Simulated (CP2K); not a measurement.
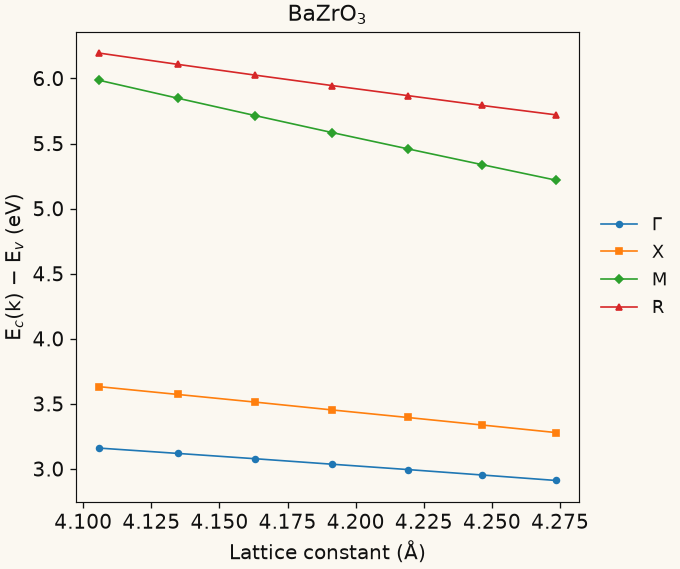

Lowest conduction level at each named k point, counted from the valence-band top at R.

System: cubic perovskite-type BaZrO₃, space group Pm-3m (No. 221), 5 atoms in the cell. The cell is scaled uniformly. CP2K 2026.2; LDA, GTH_POTENTIALS Ba GTH-PADE-q10, Zr GTH-PADE-q12, O GTH-PADE-q6; TZVP-MOLOPT-PBE-GTH basis, no spin polarisation, no spin-orbit coupling, 6×6×6 k mesh, Fermi-Dirac smearing of 0.05 eV.

How does each level move from a = 4.106 Å to a = 4.274 Å?

Answer. Γ falls by 0.25 eV, X falls by 0.35 eV, M falls by 0.77 eV and R falls by 0.47 eV.

Which of these conduction levels is lowest, and does that change?

Answer. The lowest is the one at Γ, over the whole range, so among these points the gap stays indirect.

What are the deformation potentials dE/d ln V?

Answer. Straight lines against ln V have slopes of −2.1 eV at Γ, −2.9 eV at X, −6.4 eV at M and −4.0 eV at R.

The values:
```
       cell  Γ (eV)  X (eV)  M (eV)  R (eV)
a = 4.106 Å    3.16    3.63    5.99    6.19
a = 4.135 Å    3.12    3.57    5.85    6.11
a = 4.163 Å    3.08    3.51    5.71    6.03
a = 4.191 Å    3.04    3.45    5.58    5.95
a = 4.219 Å    3.00    3.40    5.46    5.87
a = 4.246 Å    2.95    3.34    5.34    5.79
a = 4.274 Å    2.91    3.28    5.22    5.72
```

The basis of atomic orbitals isn't converged, which shifts gaps and empty levels. LDA, GGA and most meta-GGA functionals understate gaps. The lowest empty level at Γ is threefold here, not the s-like one.
